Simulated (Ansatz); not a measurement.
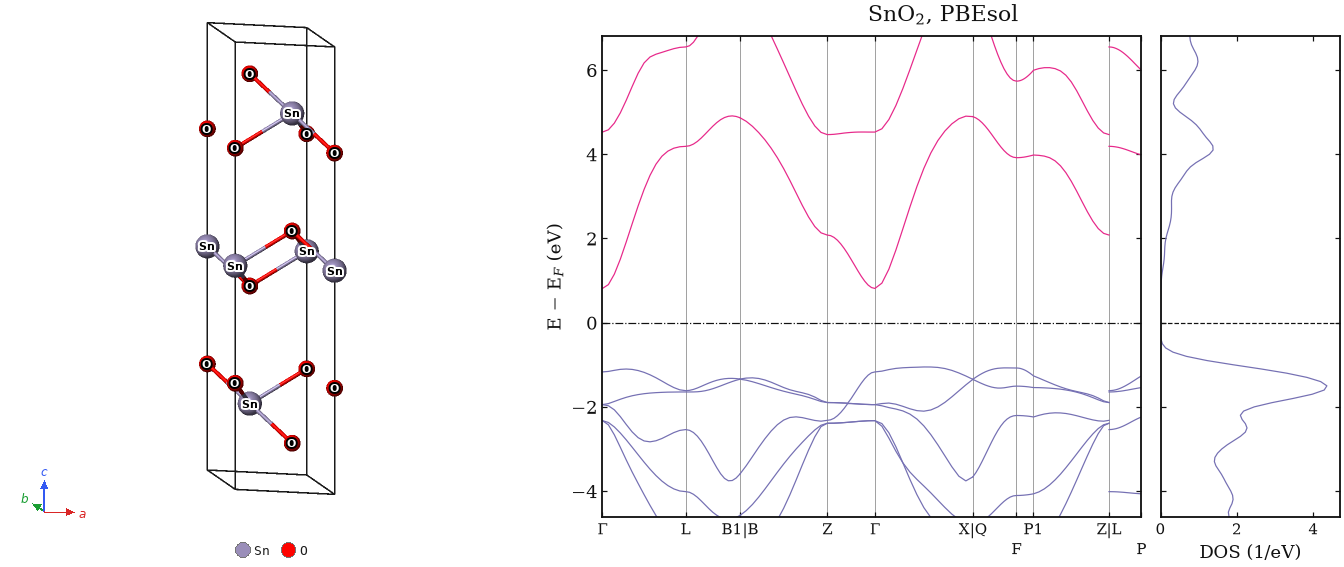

Band structure and density of states, beside the structure. Energies are counted from the Fermi level. The DOS curve is built from the levels of the k mesh with Gaussians 0.55 eV wide, which also blur the band edges; ripples of that width can come from the mesh.

This input was run:

```yaml
crystal:
  lattice:
    - [1.6170930752, 0.9336291223, 4.800592584]
    - [-1.6170930752, 0.9336291223, 4.800592584]
    - [0.0, -1.8672582446, 4.800592584]
  atoms:
    - { symbol: Sn, position: [0.5, 0.5, 0.5] }
    - { symbol: O, position: [0.76283, 0.76283, 0.76283] }
    - { symbol: O, position: [0.23717, 0.23717, 0.23717] }
hamiltonian:
  xc: pbesol
  pseudopotentials: { kind: paw }
kpoints:
  mp_grid: { grid: [10, 10, 10] }
  band_path:
    path:
      - [[0.0, 0.0, 0.0], [0.5, 0.0, 0.0], [0.5, 0.1918821804, -0.1918821804]]
      - [[0.8081178196, 0.5, 0.1918821804], [0.5, 0.5, 0.5], [0.0, 0.0, 0.0], [0.3459410902, 0.0, -0.3459410902]]
      - [[0.6540589098, 0.3459410902, 0.0], [0.5, 0.5, 0.0], [0.6540589098, 0.6540589098, 0.1918821804], [0.5, 0.5, 0.5]]
      - [[0.5, 0.0, 0.0], [0.8081178196, 0.3459410902, 0.3459410902]]
    npoints: 14
scf:
  occupations: { method: fermi_dirac, width: 0.05 }
  n_extra_bands: 7
output:
  forces: true
  stress: true
  eigenvalues: true
  fatbands: false
```

System: SnO$_{2}$, space group R-3m, 3 atoms in the primitive cell.

Level of theory: PBEsol, Ansatz PAW, no spin polarisation, no spin-orbit coupling, 10×10×10 k mesh, 420 eV cutoff; code Ansatz.

> Metal, semiconductor or insulator, and what is the gap?

A semiconductor. The gap along this path is 1.86 eV and indirect, from the valence-band top between Γ and X to the conduction-band bottom at Γ; the smallest direct gap is 1.98 eV, at Γ. At F the top valence band lies only 0.02 eV lower.

> What are the direct gaps at P, L and Z?

The direct gaps are 5.25 eV at P, 5.80 eV at L and 3.98 eV at Z.

The PAW data sets were made with another functional. LDA, GGA and most meta-GGA functionals understate gaps. The cell is at −5 GPa in this functional. The usual form of SnO2 is rutile. In reduced coordinates of the cell that was run, L is (0.5, 0, 0), B1 is (0.5, 0.192, −0.192), B is (0.808, 0.5, 0.192), Z is (0.5, 0.5, 0.5), X is (0.346, 0, −0.346), Q is (0.654, 0.346, 0), F is (0.5, 0.5, 0), P1 is (0.654, 0.654, 0.192) and P is (0.808, 0.346, 0.346).
